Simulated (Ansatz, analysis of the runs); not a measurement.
# A single-molecule junction: (GeH2)2 chain with thiolate ends, between Au (111) faces with pyramids, part 2 of 3

Where do the molecule's levels lie against the Fermi level, and what passes?

Ansatz 0.2.0; DFT PBE, plane waves, PAW; relaxation of a junction, electrodes held but for their tips (the session's first sound run).

So far: Starting point; Relaxation of the scattering region.

### 2. Relaxation of the scattering region (continued)

The steps of the relaxation:

| step | energy less that of the first step (eV) | largest force component (eV/Å) |
| --- | --- | --- |
| 1 | 0.0000 | 0.7452 |
| 2 | -0.6798 | 0.3711 |
| 3 | -0.8311 | 0.2169 |
| 4 | -0.8553 | 0.0842 |
| 5 | -0.8571 | 0.0572 |
| 6 | -0.8626 | 0.0296 |

Forces are held to the 2 operations that the run works with; a distortion that breaks them can't arise in this run.

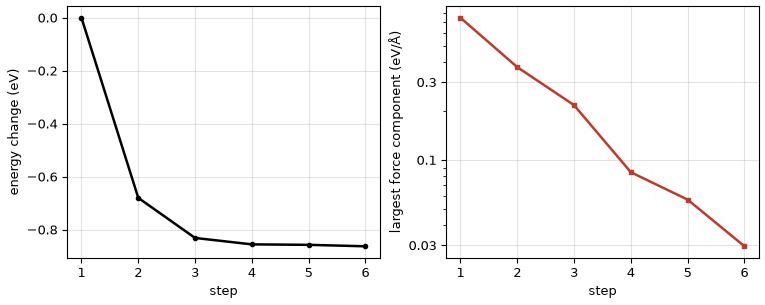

Energy and largest force along the relaxation.

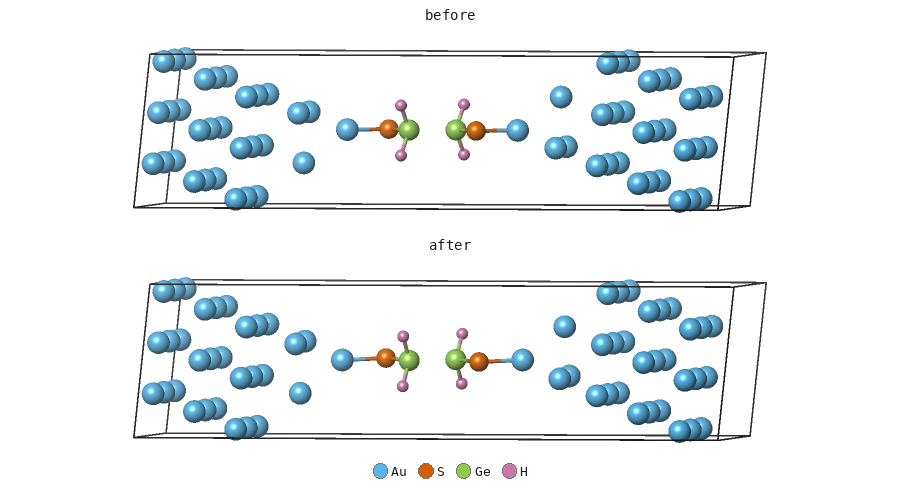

Before and after, at one scale.

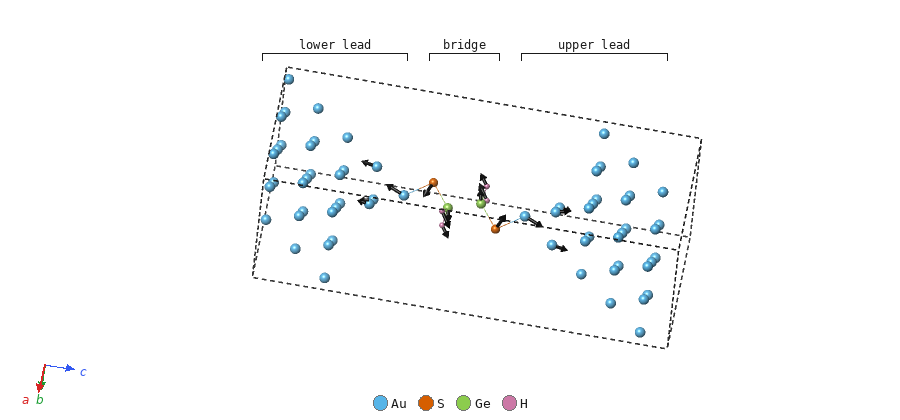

Displacements in the relaxation, exaggerated; the longest in the cell stands for 0.31 Å.

The atoms that moved most (Å):

```
atom      dx      dy      dz  length
Au31  -0.133   0.026  -0.283   0.314
Au40   0.133  -0.026   0.283   0.314
 H36   0.247   0.043   0.165   0.300
 H39  -0.247  -0.043  -0.165   0.300
 S35  -0.273   0.058   0.096   0.295
 S32   0.273  -0.058  -0.096   0.295
 H37   0.178   0.032   0.128   0.221
 H38  -0.178  -0.032  -0.128   0.221
```

This step gave:

```
energy at zero smearing : -825704.8800 eV
```

The largest force component on a free atom ends at 0.030 eV/Å, under the limit of 0.05. The apex atoms end 9.34 Å apart, and their nearest bridge atoms lie at 2.28 Å (Au–S) and 2.28 Å (Au–S).

### 3. Transmission between the leads

This step: DFT PBE, plane waves, PAW; transmission of a junction between electrodes (Ansatz 0.2.0).

The cell is now read as a scatterer between two semi-infinite leads, named by two sites one period apart. The scattering states in its self-consistent potential are matched to the leads' states at each energy. A mesh across the current samples the surface zone of the faces.

Input file input.yaml:

```yaml
crystal:
  lattice:
    - [8.8246926292, 0.0, 0.0]
    - [4.4123463146, 7.6424079975, 0.0]
    - [0.0, 0.0, 30.0446912568]
  atoms:
    - { symbol: Au, position: [0.722222222, 0.722222222, -1.9e-09] }
    - { symbol: Au, position: [0.722222222, 0.055555556, -1.9e-09] }
    - { symbol: Au, position: [0.722222222, 0.388888889, -1.9e-09] }
    - { symbol: Au, position: [0.055555556, 0.722222222, -1.9e-09] }
    - { symbol: Au, position: [0.055555556, 0.055555556, -1.9e-09] }
    - { symbol: Au, position: [0.055555556, 0.388888889, -1.9e-09] }
    - { symbol: Au, position: [0.388888889, 0.722222222, -1.9e-09] }
    - { symbol: Au, position: [0.388888889, 0.055555556, -1.9e-09] }
    - { symbol: Au, position: [0.388888889, 0.388888889, -1.9e-09] }
    - { symbol: Au, position: [0.833333333, 0.833333333, 0.0799401481] }
    - { symbol: Au, position: [0.833333333, 0.166666667, 0.0799401481] }
    - { symbol: Au, position: [0.833333333, 0.5, 0.0799401481] }
    - { symbol: Au, position: [0.166666667, 0.833333333, 0.0799401481] }
    - { symbol: Au, position: [0.166666667, 0.166666667, 0.0799401481] }
    - { symbol: Au, position: [0.166666667, 0.5, 0.0799401481] }
    - { symbol: Au, position: [0.5, 0.833333333, 0.0799401481] }
    - { symbol: Au, position: [0.5, 0.166666667, 0.0799401481] }
    - { symbol: Au, position: [0.5, 0.5, 0.0799401481] }
    - { symbol: Au, position: [0.944444444, 0.944444444, 0.1598802976] }
    - { symbol: Au, position: [0.944444444, 0.277777778, 0.1598802976] }
    - { symbol: Au, position: [0.944444444, 0.611111111, 0.1598802976] }
    - { symbol: Au, position: [0.277777778, 0.944444444, 0.1598802976] }
    - { symbol: Au, position: [0.277777778, 0.277777778, 0.1598802976] }
    - { symbol: Au, position: [0.277777778, 0.611111111, 0.1598802976] }
    - { symbol: Au, position: [0.611111111, 0.944444444, 0.1598802976] }
    - { symbol: Au, position: [0.611111111, 0.277777778, 0.1598802976] }
    - { symbol: Au, position: [0.611111111, 0.611111111, 0.1598802976] }
    - { symbol: Au, position: [0.3883503943, 0.3842463916, 0.2326971472] }
    - { symbol: Au, position: [0.7160434364, 0.3934282003, 0.2347785341] }
    - { symbol: Au, position: [0.3921833685, 0.7243925677, 0.2338592169] }
    - { symbol: Au, position: [0.4832377307, 0.5033619815, 0.3047421224] }
    - { symbol: S, position: [0.3798179708, 0.4924315294, 0.3735759298] }
    - { symbol: Ge, position: [0.564485168, 0.5018679618, 0.4238004204] }
    - { symbol: Ge, position: [0.435514832, 0.4981320382, 0.4962594258] }
    - { symbol: S, position: [0.6201820292, 0.5075684706, 0.5464839165] }
    - { symbol: H, position: [0.7484247601, 0.3399210191, 0.4192880965] }
    - { symbol: H, position: [0.5756724211, 0.6698556971, 0.4180649332] }
    - { symbol: H, position: [0.4243275789, 0.3301443029, 0.5019949131] }
    - { symbol: H, position: [0.2515752399, 0.6600789809, 0.5007717497] }
    - { symbol: Au, position: [0.5167622693, 0.4966380185, 0.6153177239] }
    - { symbol: Au, position: [0.6116496057, 0.6157536084, 0.687362699] }
    - { symbol: Au, position: [0.2839565636, 0.6065717997, 0.6852813122] }
    - { symbol: Au, position: [0.6078166315, 0.2756074323, 0.6862006293] }
    - { symbol: Au, position: [0.388888889, 0.388888889, 0.7601795486] }
    - { symbol: Au, position: [0.388888889, 0.722222222, 0.7601795486] }
    - { symbol: Au, position: [0.388888889, 0.055555556, 0.7601795486] }
    - { symbol: Au, position: [0.722222222, 0.388888889, 0.7601795486] }
    - { symbol: Au, position: [0.722222222, 0.722222222, 0.7601795486] }
    - { symbol: Au, position: [0.722222222, 0.055555556, 0.7601795486] }
    - { symbol: Au, position: [0.055555556, 0.388888889, 0.7601795486] }
    - { symbol: Au, position: [0.055555556, 0.722222222, 0.7601795486] }
    - { symbol: Au, position: [0.055555556, 0.055555556, 0.7601795486] }
    - { symbol: Au, position: [0.5, 0.5, 0.8401196981] }
    - { symbol: Au, position: [0.5, 0.833333333, 0.8401196981] }
    - { symbol: Au, position: [0.5, 0.166666667, 0.8401196981] }
    - { symbol: Au, position: [0.833333333, 0.5, 0.8401196981] }
    - { symbol: Au, position: [0.833333333, 0.833333333, 0.8401196981] }
    - { symbol: Au, position: [0.833333333, 0.166666667, 0.8401196981] }
    - { symbol: Au, position: [0.166666667, 0.5, 0.8401196981] }
    - { symbol: Au, position: [0.166666667, 0.833333333, 0.8401196981] }
    - { symbol: Au, position: [0.166666667, 0.166666667, 0.8401196981] }
    - { symbol: Au, position: [0.611111111, 0.611111111, 0.9200598481] }
    - { symbol: Au, position: [0.611111111, 0.944444444, 0.9200598481] }
    - { symbol: Au, position: [0.611111111, 0.277777778, 0.9200598481] }
    - { symbol: Au, position: [0.944444444, 0.611111111, 0.9200598481] }
    - { symbol: Au, position: [0.944444444, 0.944444444, 0.9200598481] }
    - { symbol: Au, position: [0.944444444, 0.277777778, 0.9200598481] }
    - { symbol: Au, position: [0.277777778, 0.611111111, 0.9200598481] }
    - { symbol: Au, position: [0.277777778, 0.944444444, 0.9200598481] }
    - { symbol: Au, position: [0.277777778, 0.277777778, 0.9200598481] }
kpoints:
  mp_grid: { grid: [4, 4, 1] }
scf:
  occupations: { method: fermi_dirac, width: 0.1 }
hamiltonian:
  xc: pbe
output:
  transmission: { leads: [[61, 0]], e_range: [-2.0, 2.0], de: 0.05, kmesh: [4, 4] }
  dos: { projected: true, e_range: [-5, 4] }
  write_potential: true
  write_density: true
  volumetric_format: npy
  elf: true
```

The run is started by

```
ansatz run input.yaml --threads 16 --pin off --max-ram 61440MiB --backend cuda --events-out ev --progress --plain --runs-dir out --max-vram 78GiB
```

Numbers of over 12 decimals in the logs are rounded to 6 here.

Log:

```text
[...]
GPU FFT provider: cuFFT
GPU libraries: cuBLAS 13.8.1, cuFFT 12.4.0, cuSOLVER 12.3.2
[...]
Crystal: 70 atoms, lattice volume = 2026.271 Å³
Basis set: ecut = 420 eV, 39599 PW (Γ)
Bands: 734, of which v1, the nominal top of the filled ones, is band 611 counted from 1 (610 counted from 0)
Symmetry: 2 space group operations
[...]
k-points: 10 of 16
[...]
GPU buffer pool allocated for 777600 grid points (all kernels)
[...]
SCF iter   1: F=—  HF=-825707.386341 eV  |F-HF|=—  |Δ(HF+E_count)|=         —  Δρ=3.96e-3  dr2=1.27e1  ethr=1.77e-3  ⟨swp⟩=6.0  Hψ=27765  notcnv=0  defer=495
[...]
SCF iter   9: F=-825707.011517 eV  HF=-825707.011517 eV  |F-HF|=1.72e-8  |Δ(HF+E_count)|=   1.12e-8  Δρ=8.95e-7  dr2=2.88e-8  ethr=8.18e-12  ⟨swp⟩=14.9  Hψ=32877  notcnv=0
SCF 1 converged in 9 iterations: F = -825707.011517 eV  dr2 = 2.88e-8
[...]
transmission: 53 of 480 steps passed
transmission: 102 of 480 steps passed
[...]
transmission: 480 of 480 steps passed
WARN: The output density's exchange-correlation potential varies sharply where the density is thin. Do not read a vacuum level from v_tot or v_xc, or from such a field of the output density. On a cell that repeats whose density bears no net charge and no dipole along the vacuum's axis use v_es (v_loc + v_h of the components); under efield.dipole_correction with no amplitude use v_es + v_field, which holds any externa [...]
SCF converged after 9 iterations
Free energy (F): -825707.011517 eV
[...]
Internal energy: -825706.243860 eV  (E = F + TS)
E sigma→0 (E₀):  -825706.627688 eV
Entropy (-TS):   -0.767657 eV (-10.967 meV/atom)
Fermi energy:    8.617802 eV
[...]
--- Band table (eV; the first three rows and the last of 10) ---
  k-point 0: bands = [... 607 lower, 7.7921, 7.8048, 7.8933, 8.0451, 8.0745, 8.4257, 8.7287, 8.7810, ... 119 higher]
  k-point 1: bands = [... 607 lower, 8.0387, 8.0552, 8.1936, 8.2301, 8.4792, 8.5028, 8.6982, 8.8142, ... 119 higher]
  k-point 2: bands = [... 607 lower, 8.5263, 8.6003, 8.6416, 8.6474, 8.7073, 8.8437, 8.9196, 8.9758, ... 119 higher]
  k-point 9: bands = [... 607 lower, 8.4728, 8.6034, 8.6428, 8.6587, 8.6891, 8.8242, 8.9540, 8.9948, ... 119 higher]
--- Transmission ---
  basis      : 595 plane waves across, 48 finite elements along
  points     : 10, standing for a mesh of 4 x 4
  on the GPU : 10 of these points
  energies   : 81 from -2.000000 to 2.000000 eV about the Fermi level, 0.050000 eV apart; the leads are filled to 0.000000 eV, and channels, transmission and decay are at 0.000000 eV
  crystal 0  : Au9, at the sites [61, 0], period 2.4018 Å, over 14.41 Å; its Hamiltonian steps by up to 29.1 meV: too much for a lead, lay more layers or, if its atoms are ordered, name the step of that order
    offset         : up to 0.0000 Å between an atom of the period and one for which it stands
    channels       : 7.687500e0 a spin
    conductance    : none, the energies end too early or step too widely for 300 K: set another output.transmission.e_range or a lower de, or, where they end at an eighth of basis.ecutwfc, a higher one
  junction   : crystal 0 to crystal 0, -0.50 to 27.14 Å
    transmission   : 7.171667e-2 a spin
[...]
```

Elapsed: 2.7 min, on 1 × NVIDIA GB200 with 16 threads of Arm Neoverse V2, shared host; peak memory 26 GiB.

Numbers from this step:

| Property | Result |
| --- | --- |
| energy at zero smearing | -825706.6277 eV |
| transmission at the energy nearest the Fermi level, one spin | 0.07172 |
| step of the lead's Hamiltonian | 29.1 meV |
| channels of the bulk lead, one spin, mean over the mesh | 7.688 |

Table of transmission, one spin by energy, zero at the Fermi level:

```csv
energy (eV),"transmission, one spin"
-2.000,0.585
-1.800,0.719
-1.750,0.748
-1.600,0.586
-1.500,0.947
-1.400,0.883
-1.200,0.829
-1.000,0.594
-0.800,0.364
-0.600,1.06
-0.400,0.146
-0.200,0.0868
0.000,0.0717
0.200,0.0565
0.400,0.111
0.600,0.0771
0.800,0.0600
1.000,0.0553
1.200,0.0546
1.400,0.0690
1.600,0.0719
1.800,0.0604
2.000,0.0650
```

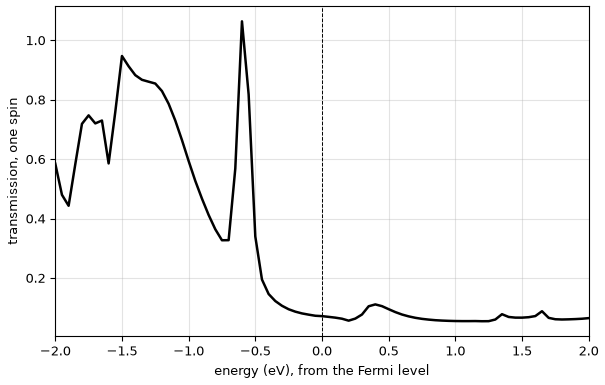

Transmission, one spin, plotted against energy.

The open channels of the lead, one spin by energy, zero at the Fermi level:

```
energy (eV)  open channels of the lead, one spin
     -2.000                                 18.4
     -1.800                                 10.2
     -1.600                                 4.94
     -1.400                                 5.69
     -1.200                                 5.69
     -1.000                                 5.69
     -0.800                                 5.69
     -0.600                                 5.81
     -0.400                                 6.56
     -0.200                                 7.69
      0.000                                 7.69
      0.200                                 7.69
      0.400                                 7.31
      0.600                                 7.31
      0.800                                 7.31
      1.000                                 8.06
      1.200                                 7.88
      1.400                                 7.88
      1.600                                 7.88
      1.800                                  7.5
      2.000                                  7.5
```

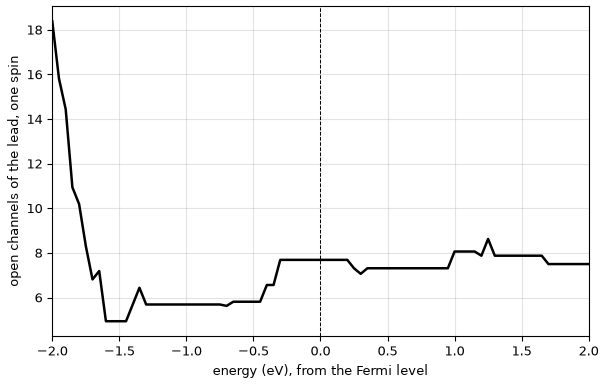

Open channels of the lead, one spin, plotted against energy.

The planar mean of the electrostatic potential energy, less the Fermi level oscillates, so the rows of the table below give means over windows of 2.5 Å about each position, cut where the curve ends. Its maxima inside the range that stand out by 2 % of the span (Å: eV): 1.1: 0.762, 3.5: 0.607, 6.0: 1.85, 8.3: 3.89, 10.2: 4.83, 13.9: 4.65, 17.4: 4.90, 19.5: 3.89, 21.6: 2.01, 24.1: 0.935, 26.4: 0.914, 28.8: 0.862. Its minima: 2.4: -16.2, 4.9: -16.0, 7.0: -1.79, 9.0: 2.95, 12.5: 2.86, 15.0: 2.78, 18.5: 2.95, 20.6: -1.81, 23.0: -15.8, 25.3: -16.1, 27.5: -16.

Table of planar mean of the electrostatic potential energy, less the Fermi level by z; means over each step:

```
z (Å)  planar mean of the electrostatic potential energy, less the Fermi level (eV)
  0.0                                                                         -7.52
  2.5                                                                         -7.52
  5.0                                                                         -7.16
  7.5                                                                          1.04
 10.0                                                                          3.92
 12.5                                                                          3.73
 15.0                                                                          3.76
 17.5                                                                          3.96
 20.0                                                                          1.17
 22.5                                                                         -7.04
 25.0                                                                         -7.58
 27.5                                                                         -7.55
```

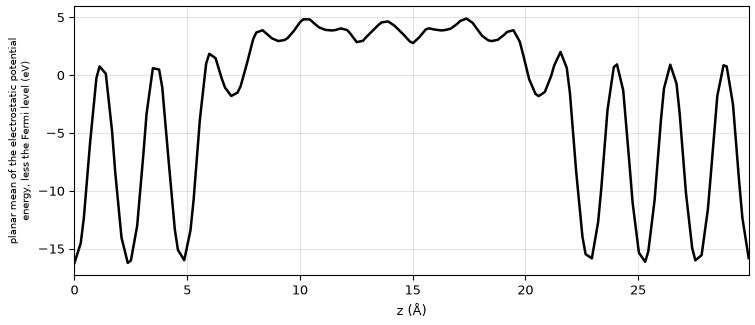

Planar mean of the electrostatic potential energy, less the Fermi level against z.

The transmission at the computed energy nearest the Fermi level is 0.0717. The value hangs on where a semilocal functional puts the molecule's levels, which is known only roughly. The lead's Hamiltonian steps by 29.1 meV, which the program calls too much for a lead.

### 4. Conductance and thermopower from T(E)

This step: Landauer integrals over the computed T(E), interpolated linearly between its energies (analysis of the runs above).

Conductance and thermopower are moments of T(E) over the thermal window; sliding the window along E stands for a gate that leaves T(E) rigid.

This step gave:

```yaml
conductance_at_300_k_interpolated_from_t_e: 0.07145 G₀
thermopower_at_300_k: 4.858 μV/K
lorenz_number_over_l0: 1.000
```

T(E) held rigid; rough near sharp steps of T(E). The conductance at 300 K by shift of the leads' level:

| shift of the leads' level (eV) | conductance at 300 K (G₀) |
| --- | --- |
| -1.50 | 0.872 |
| -1.25 | 0.847 |
| -1.00 | 0.595 |
| -0.75 | 0.360 |
| -0.50 | 0.443 |
| -0.25 | 0.0968 |
| 0.00 | 0.0714 |
| 0.25 | 0.0675 |
| 0.50 | 0.0950 |
| 0.75 | 0.0631 |
| 1.00 | 0.0554 |
| 1.25 | 0.0573 |
| 1.50 | 0.0676 |

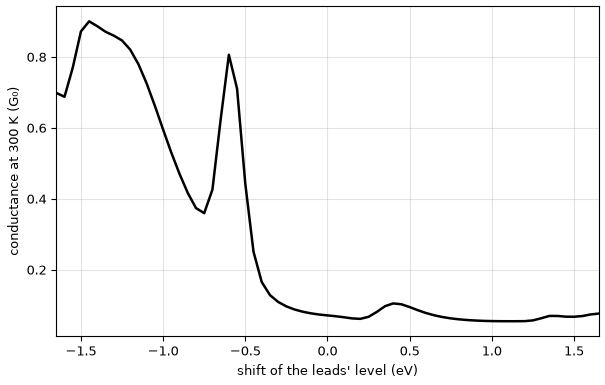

Conductance at 300 K, plotted against shift of the leads' level.

T(E) held rigid; rough near sharp steps of T(E). Thermopower at 300 K against shift of the leads' level:

| shift of the leads' level (eV) | thermopower at 300 K (μV/K) |
| --- | --- |
| -1.50 | -10.9 |
| -1.25 | 3.40 |
| -1.00 | 16.2 |
| -0.75 | -9.37 |
| -0.50 | 76.6 |
| -0.25 | 16.3 |
| 0.00 | 4.86 |
| 0.25 | -20.9 |
| 0.50 | 12.9 |
| 0.75 | 7.43 |
| 1.00 | 1.22 |
| 1.25 | -9.86 |
| 1.50 | -1.86 |

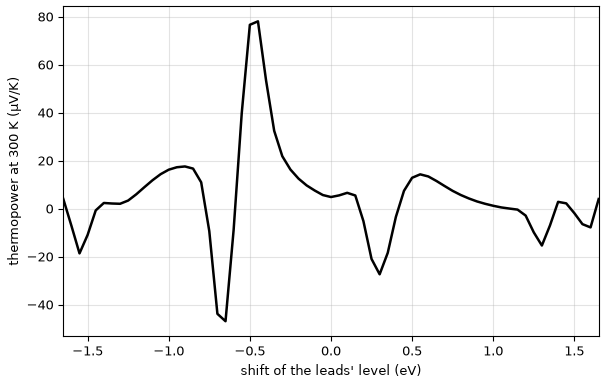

Thermopower at 300 K against shift of the leads' level.

The two levels move by half the bias each and T(E) is held rigid. The current from the zero-bias T(E) by bias:

```csv
bias (V),current from the zero-bias T(E) (μA)
0.000,0
0.100,0.554
0.200,1.11
0.300,1.67
0.400,2.23
0.500,2.84
0.600,3.52
0.700,4.33
0.800,5.29
0.900,6.47
1.000,8.16
1.100,10.8
1.200,14.1
1.300,17.2
1.400,19.5
1.500,21.2
1.600,22.9
1.700,24.6
1.800,26.6
1.900,28.7
2.000,31.1
```

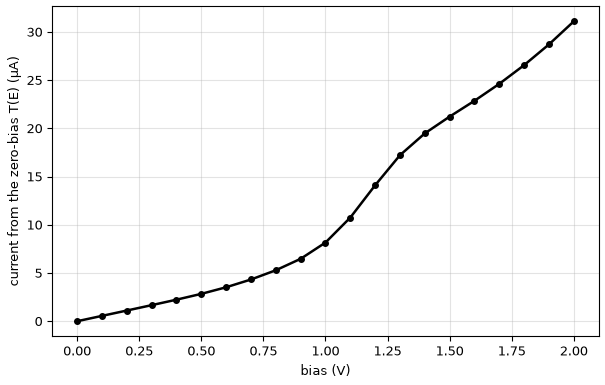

Current from the zero-bias T(E), plotted against bias.

By hand, Mott's formula: S = −(π²k²T/3e) d ln T/dE, and π²k²T/3e = 7.33 μV/K × eV at 300 K. The computed T is 0.073 at -0.050 eV and 0.0693 at +0.050 eV, so d ln T/dE ≈ -0.524 per eV and S ≈ 3.84 μV/K, against 4.86 from the integrals.

The thermopower is 4.86 μV/K. The Lorenz ratio is 1.00, where the Wiedemann-Franz law gives 1. These values rest on a semilocal level alignment and on the mesh across the current. Moving the level by up to 0.1 eV either way gives 4.9 to 7.6 μV/K.

(Continued in part 3 of 3.)

[Logs are printed without paths, hosts, clocks, repeated set-up lines and the standing remarks that a program may print on its own settings, such as how far it seeks lower states.]

[Hosts, paths, dates, database ids (printed as entryN), source tags and the programs' standing remarks are cut or masked in the printed files.]
